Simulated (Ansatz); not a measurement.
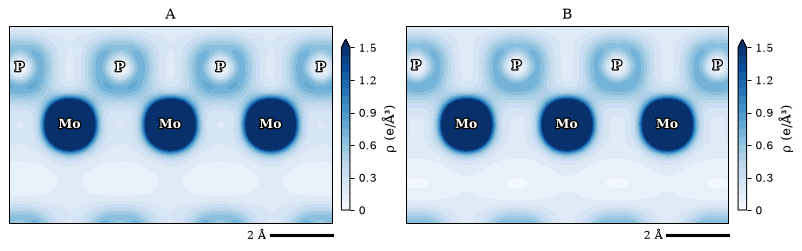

MoP. The valence charge density (pseudo) of two cells that differ in size and shape, on the (110) plane of each (indices in the axes of the calculation cell), at one length scale and on one colour scale: B has 15.7 Å³ an atom and A 14.8.

Method: DFT r2SCAN, scalar-relativistic, plane waves, PAW (Ansatz).

**What changes from the larger cell to the smaller?**

From the larger cell to the smaller, Mo–P goes from 2.52 to 2.48 Å, and the density at its midpoint from 0.49 to 0.52 e/Å³; the pressure goes from −16 to −7 GPa.
